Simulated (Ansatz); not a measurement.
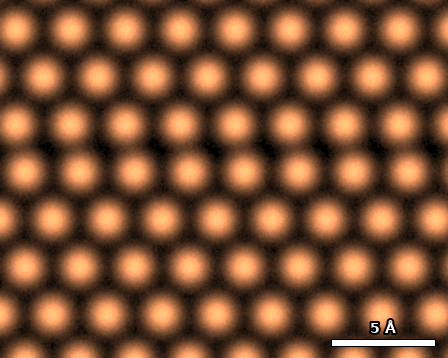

HAADF-like image of Ge (Im-3m, No. 229) along [111]. The image is simulated as a sum over atoms of Z^1.6, blurred by a 1.30 Å probe (no channelling). The probe carries 25 % of its weight in a tail 2.5 times as wide. The display is stretched by a gamma of 0.65; percentages refer to the linear signal. Shot noise was added.

One planar defect was built into the perfect crystal by geometry alone, without relaxation. Host structure: the geometry given to an electronic-structure calculation, possibly off equilibrium; the starting structure was generated, so it need not be a known form of this composition.

Where does the periodic pattern break, and how?

Answer. A planar fault (a stacking fault) runs horizontally about 7 Å below the top edge. The part above it is shifted along the boundary by 1/3 of the 2.69 Å repeat of the rows (0.9 Å to the right, the same as 1.8 Å to the left); both parts keep the same orientation.
